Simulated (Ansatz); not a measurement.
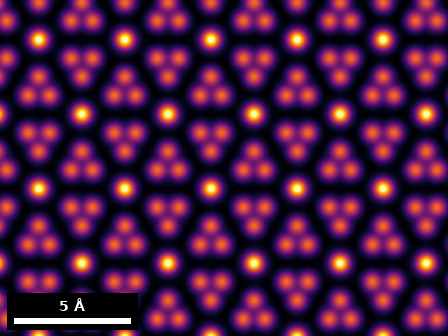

Dark-field STEM-like image of a crystal. Simulation: incoherent imaging, intensity Z^1.7 per atom, probe width 0.55 Å, thin sample. The probe carries 25 % of its weight in a tail 2.5 times as wide. The display is stretched by a gamma of 0.65; percentages refer to the linear signal.

Question: What two-dimensional lattice does the image show, and how large is its cell?

Answer: The pattern repeats on a hexagonal net with a repeat of 3.7 Å.

Question: Which plane group does this projection have?

Answer: p6mm: sixfold points with mirror lines through them.

Question: How many columns does the smallest repeating cell hold, and how many levels of brightness?

Answer: 7 columns in the primitive cell of 11.7 Å², with 2 levels of brightness (about 100, 50 % of the brightest, counted from the darkest point).

The crystal is Co (Pm-3n, No. 223) seen along [111]. Atomic positions: the geometry given to an electronic-structure calculation, possibly off equilibrium; the starting structure was generated, so it need not be a known form of this composition.
